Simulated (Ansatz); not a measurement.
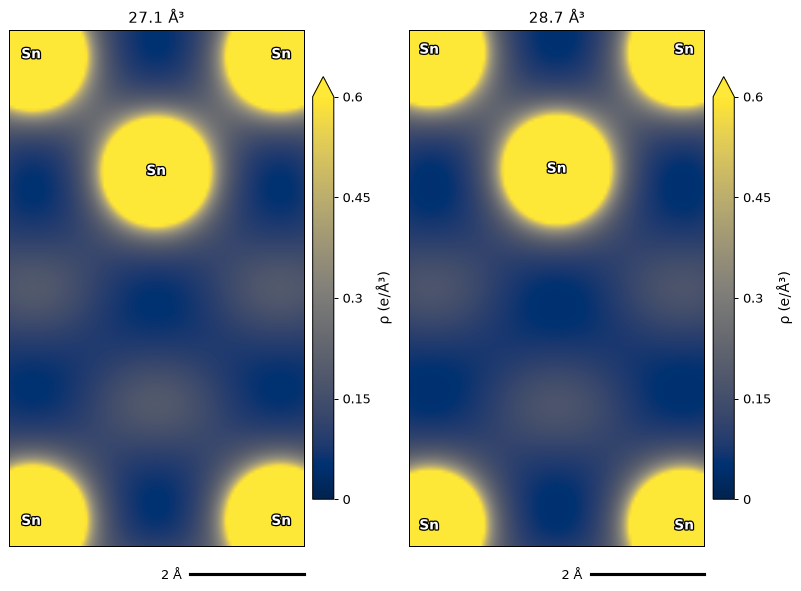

Sn. The valence pseudo-density of cells scaled evenly to different volumes (given per atom above each panel), on the (110) plane of each (indices in the axes of the cell below), at one length scale and on one colour scale.

These are results of Ansatz, DFT, LDA, PAW with Ansatz's default frozen-core files, scalar-relativistic, not measurements.

In a PAW calculation such maps are meaningful between the atoms, not at the nuclei.

The largest cell:

```xyz
2
Lattice="-2.9730 2.9730 1.6218 2.9730 -2.9730 1.6218 2.9730 2.9730 -1.6218" Properties=species:S:1:pos:R:3 pbc="T T T"
Sn    0.0000    0.0000    0.0000
Sn    0.0000    2.9730    0.8109
```

| volume (Å³/atom) | Sn–Sn contact in the plane (Å) | ρ at its midpoint (e/Å³) | pressure (GPa) | 
| --- | --- | --- | --- |
| 27.05 | 3.022 | 0.249 | −1.8 | 
| 27.59 | 3.042 | ? | ? | 
| 28.67 | 3.082 | 0.228 | −4.4 | 

Q: Estimate the missing row, and compare with the calculation.

A: Over the known rows ln ρ falls by 1.47 per Å of Sn–Sn distance (the line through the two), which gives 0.242 e/Å³ at 3.042 Å; the calculation gives 0.242 e/Å³. For the pressure, a straight line in volume between the neighbouring rows gives −2.7 GPa; the calculation gives −2.8.
